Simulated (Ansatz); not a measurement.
The cell of ZrSe$_{2}$ in space group P-3m1. Origin of the cell: coordinates from a relaxation with DFT PBE+D3(BJ), scalar-relativistic, plane waves, PAW in Ansatz 0.2.0.

```xyz
3
Lattice="3.7361 0.0000 0.0000 -1.8681 3.2356 0.0000 0.0000 0.0000 6.0364" Properties=species:S:1:pos:R:3 pbc="T T T"
Zr    0.0000    0.0000    0.0000
Se    0.0000    2.1571    1.5981
Se    1.8681    1.0785    4.4383
```

Bond valence s = exp((R0 − d)/b), R0 fitted to published crystal structures with b = 0.37 Å, summed over all anions within 5 Å; R0 in Å: Zr4+–Se 2.553.

Calculate the bond-valence sums (anions within 5 Å).

| site | x, y, z | formal valence | bond-valence sum | difference |
| --- | --- | --- | --- | --- |
| Zr1 | 0.000, 0.000, 0.000 | +4 | 4.24 | 0.24 |
| Se1 | 0.333, 0.667, 0.265 | −2 | 2.12 | 0.12 |

The global instability index (root mean square of the differences over all atoms) is 0.17 v.u.: moderate strain, common in real structures. Cells relaxed with PBE tend to have slightly long bonds, which lowers the sums.

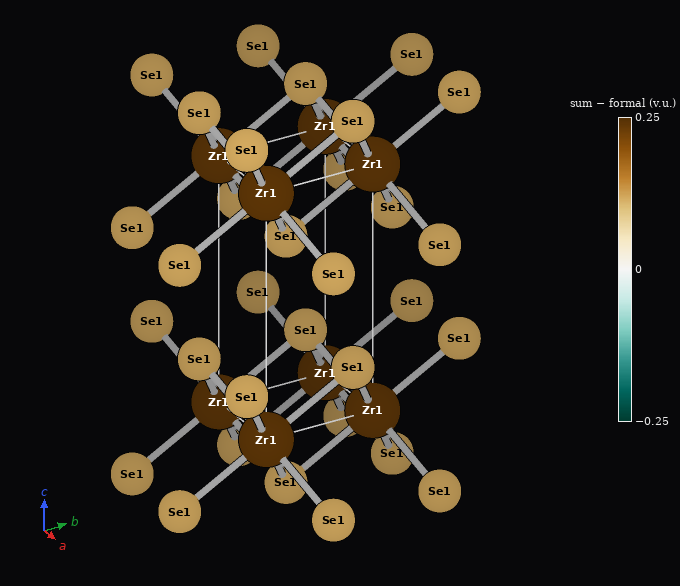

Atoms coloured by sum less the size of the formal valence, view slightly off an axis.
